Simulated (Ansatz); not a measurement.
## Electronic structure of TiAl2 in real space

Input file:

```
crystal:
  lattice:
    - [1.9503339394, -6.0262766718, 0.0]
    - [1.9503339394, 6.0262766718, 0.0]
    - [0.0, 0.0, 3.9724249782]
  atoms:
    - { symbol: Ti, position: [0.6562199823, 0.3437800177, 0.0] }
    - { symbol: Ti, position: [0.3437800177, 0.6562199823, 0.0] }
    - { symbol: Al, position: [0.0, 0.0, 0.0] }
    - { symbol: Al, position: [0.8270962381, 0.1729037619, 0.5] }
    - { symbol: Al, position: [0.1729037619, 0.8270962381, 0.5] }
    - { symbol: Al, position: [0.5, 0.5, 0.5] }
basis:
  ecutwfc: 420
kpoints:
  mp_grid: { grid: [10, 10, 10] }
hamiltonian:
  xc: pbesol
scf:
  occupations: { method: fermi_dirac, width: 0.15 }
output:
  forces: true
  stress: true
  eigenvalues: true
  write_density: true
  write_potential: true
  elf: true
  volumetric_format: npy
relax:
  adjacent_minimum: "off"
  f_tol: 0.001
  max_steps: 60
  cell: { stress_tol: 0.01 }
```

Launched as:

```sh
ansatz run input.yaml --threads 2 --pin off --max-ram 6144MiB --backend cpu --events-out ev --progress --plain --runs-dir out
```

Below, planes, directions and counts refer to the conventional cell (a = 3.91 Å, b = 12.06 Å, c = 3.97 Å, α = 90.00°, β = 90.00°, γ = 90.00°).

Space group Cmmm; computed without spin polarisation.

The calculation used DFT PBEsol, scalar-relativistic, plane waves, PAW (Ansatz).

Core electrons are frozen (PAW), and the valence fields are smoothed inside the atomic spheres.

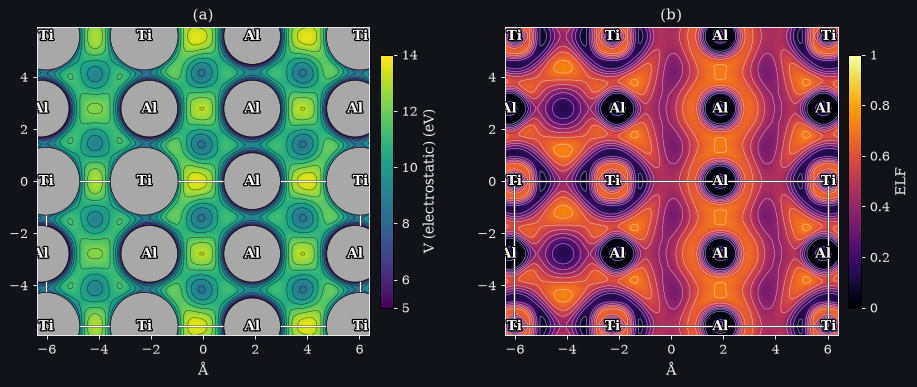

Figure 1. (a) electrostatic potential energy of an electron; (b) ELF on the (101) plane of the conventional cell. Grey discs cover the atomic cores in the potential map.

### Read the bonding off the picture.

The section cuts through Ti and Al sites. Al–Al (2.78 Å): the ELF peaks at about 0.70 between the atoms. Ti–Al (2.79 Å): the ELF is about 0.35 at the midpoint. The features right at Ti lie inside the PAW spheres, where the map follows smoothed inner orbitals and isn't to be read closely. Outside the cores the potential energy rises away from the atoms and is highest about 2.0 Å from the nearest atoms; its zero is arbitrary.

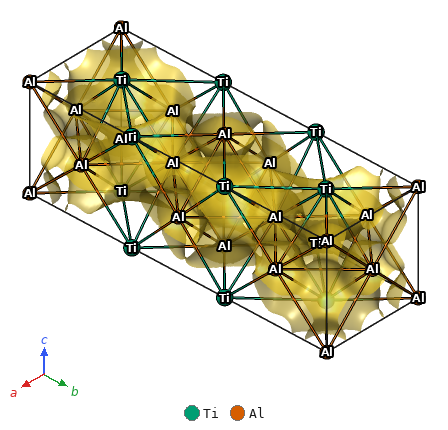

Figure 2. Isosurface of the ELF at 0.55 (yellow), seen at an oblique angle. Only the valence region is drawn (cores and ρ < 0.01 e/Å³ removed). Sticks mark near contacts.

### What do the ELF domains correspond to?

The ELF exceeds this value in one network that runs through the whole crystal, counted in one cell of 12 atoms. Any copies at cell faces, edges or corners count once. Along the contacts the grid gives the following. Al–Al (2.70 Å): the ELF peaks at about 0.70 between the atoms. Ti–Al (2.71 Å): the ELF is about 0.35 at the midpoint.

### Does the calculation give a band gap?

It is gapless in this calculation (a metal or semimetal).
